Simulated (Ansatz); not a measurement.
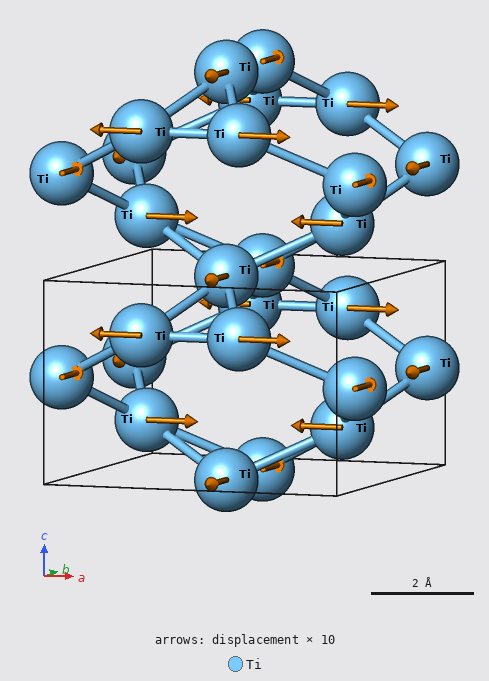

This is a relaxation of solid Ti (built on the random type) (coarse preliminary run). The starting structure is drawn; orange arrows show the displacements (the part carried along by the change of the cell is left out), magnified 10 times.

A ball-and-stick model of the conventional cell (2 times the calculation's cell), repeated 1 × 1 × 2 with one cell outlined, seen slightly off an axis. Lengths and directions refer to the drawn axes.

Case: random cell with space group I4_1md (No. 109).

Method: DFT PBE, scalar-relativistic, plane waves, PAW in Ansatz 0.2.0.

The input:
```yaml
crystal:
  lattice:
    - [-3.0762804186, 3.0762804186, 2.0181932662]
    - [3.0762804186, -3.0762804186, 2.0181932662]
    - [3.0762804186, 3.0762804186, -2.0181932662]
  atoms:
    - { symbol: Ti, position: [0.66667, 0.5, 0.16667] }
    - { symbol: Ti, position: [0.33333, 0.5, 0.83333] }
    - { symbol: Ti, position: [0.25, 0.91667, 0.66667] }
    - { symbol: Ti, position: [0.25, 0.58333, 0.33333] }
basis:
  ecutwfc: 420
kpoints:
  mp_grid: { grid: [6, 6, 6] }
hamiltonian:
  xc: pbe
scf:
  occupations: { method: gaussian, width: 0.1 }
  lower_state_search: "off"
output:
  forces: true
  stress: true
  eigenvalues: true
relax:
  adjacent_minimum: "off"
  f_tol: 0.04
  max_steps: 70
  cell: { stress_tol: 0.4 }
```

Describe the change and its energy.

Over 8 accepted moves (10 points after the start) the energy falls by 1191 meV per atom. The largest force component goes from 1.7 to 0.0021 eV/Å. The pressure goes from 10.87 to 0.28 GPa. The SCF was repeated twice at an unchanged geometry on a basis and grid sized afresh for the cell, which shifted the energy by 10.8 meV per atom at most. The largest moves relative to the cell, 0.11 Å, are those of Ti1, Ti2, Ti3 and Ti4. Ti1 goes along −b. Cell: a = b 6.153 → 7.093 Å (+15.3 %), c 4.036 → 2.799 Å (−30.6 %). Volume −7.8 %. Among the contacts that change: Ti1–Ti1 4.036 → 2.799 Å, Ti1–Ti2 2.051 → 2.582 Å, Ti1–Ti3 2.505 → 2.692 Å. Among the angles between lasting bonds that change: Ti3–Ti1–Ti4 99.3° → 93.9°, Ti2–Ti1–Ti3 65.8° → 61.3°, Ti3–Ti1–Ti3 146.4° → 150.6°. The space group stays I4_1md (No. 109).
